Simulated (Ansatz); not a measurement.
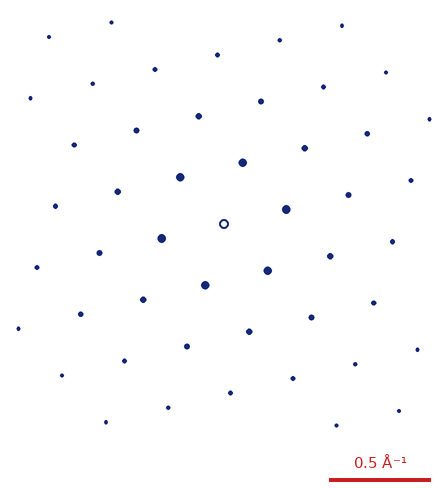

Kinematic zone-axis pattern, calculated for 100 keV electrons with B = 0.5 Å².

It belongs to Ca, space group Im-3m (No. 229), a = 4.447 Å. Structure: the input geometry of an electronic-structure calculation (not necessarily at equilibrium); the starting structure was generated, so it need not be a known form of this composition.

Question: Which low-index zone axis gives this pattern?

Answer: The spots form a hexagonal net with both shortest vectors at d = 3.14 Å, 60.0° apart. They index as -1 1 0 and -1 0 1, so the zone axis is [111] (or an equivalent direction of <111>).
